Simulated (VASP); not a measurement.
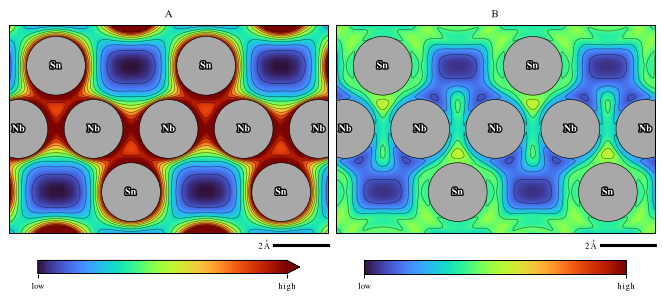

NbSn: 2 fields on the (110) plane of the conventional cell, with unlabelled colour scales. Grey discs cover the atomic cores.

Space group P6₃/mmc; a generated structure, not necessarily the stable one; computed pressure about 27 GPa in this cell.

Level of theory: VASP, Kohn-Sham DFT of a periodic cell, PBE, VASP PAW PBE potentials, recommended.

### Which field does each panel show? The fields are: electron localisation function and valence pseudo-density.

Panel A: valence pseudo-density. Panel B: electron localisation function. From the grid: Nb–Sn (2.72 Å): the density is about 0.36 e/Å³ at the midpoint; the ELF is about 0.35 at the midpoint. Nb–Nb (2.78 Å): ρ at the midpoint is about 0.39 e/Å³; the ELF is about 0.35 at the midpoint.
